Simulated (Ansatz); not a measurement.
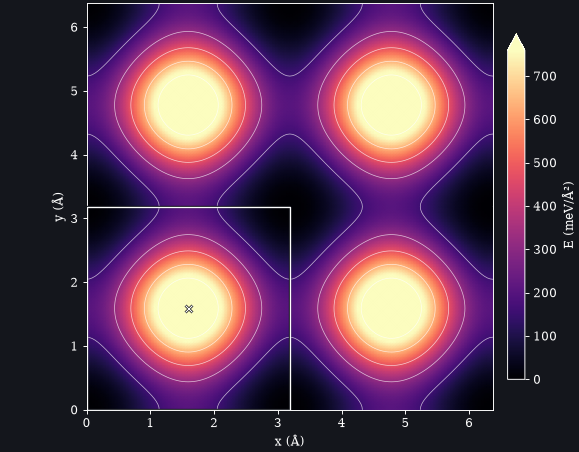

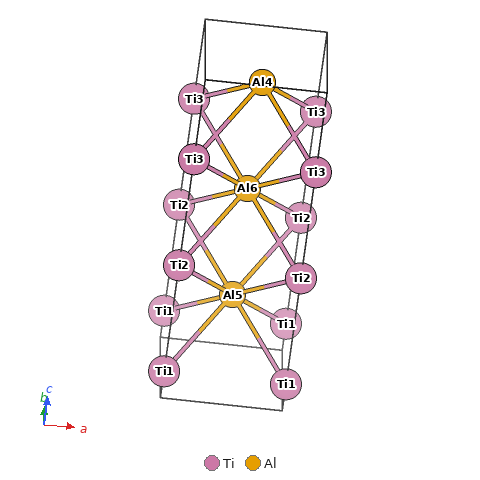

Energy landscape of TiAl (Pm-3m, No. 221; 6 atoms in the cell). Gamma surface: rigid slide across a plane, one fault a cell; the plane is (1 0 0) of the conventional cell, and the faces at the cut hold Al and Ti. Places are given modulo a cell vector. The map is drawn in real space over the plane of the slide. Nothing is relaxed (rigid halves, spacing across the cut fixed). Grid: 6 × 6 points; 9 points were computed and 26 follow by symmetry. At 1 point there is no value (left out of the scan, as a rule where atoms come close). Energies are in meV/Å², from the lowest grid point. Level of theory: DFT PBE, scalar-relativistic, plane waves, PAW in Ansatz. Settings: cutoff 520 eV, k-mesh 14×14×5 in the order of the run's cell vectors, gaussian smearing 0.15 eV, no spin polarisation.

The picture shows a smooth colour map with a few white contour lines, crosses at grid points without a value, the outline of one cell of the 2 × 2 shown, one colour for all values above the top of the scale. Between grid points the surface is interpolated. The second picture is the structure at the lowest point

### Summarise what can be read from the map.

The lowest grid point is at (0/6, 0/6) of the cell vectors. It is the only kind of minimum in the scanned range. The highest grid point, (2/6, 3/6) of the cell vectors, lies 759 meV/Å² above the lowest. On the interpolated surface the easiest way out of the lowest well to its copy in the next cell or period passes a barrier of about 200 meV/Å².

Grid values (meV/Å²):

```tsv
slide along a2 ↓, slide along a1 →	0/6	1/6	2/6	3/6	4/6	5/6
5/6	42	111	274	372	274	111
4/6	146	274	577	759	577	274
3/6	204	372	759	–	759	372
2/6	146	274	577	759	577	274
1/6	42	111	274	372	274	111
0/6	0	42	146	204	146	42
```

Each point was launched as `ansatz run input.yaml --threads 2 --pin off --max-ram 4096MiB --backend cpu --events-out ev --progress --plain --runs-dir out`. The whole map (9 points run) took 16 min on 2 threads of Arm Neoverse N1, with other jobs on the host.

PAW datasets: the set soft_1.
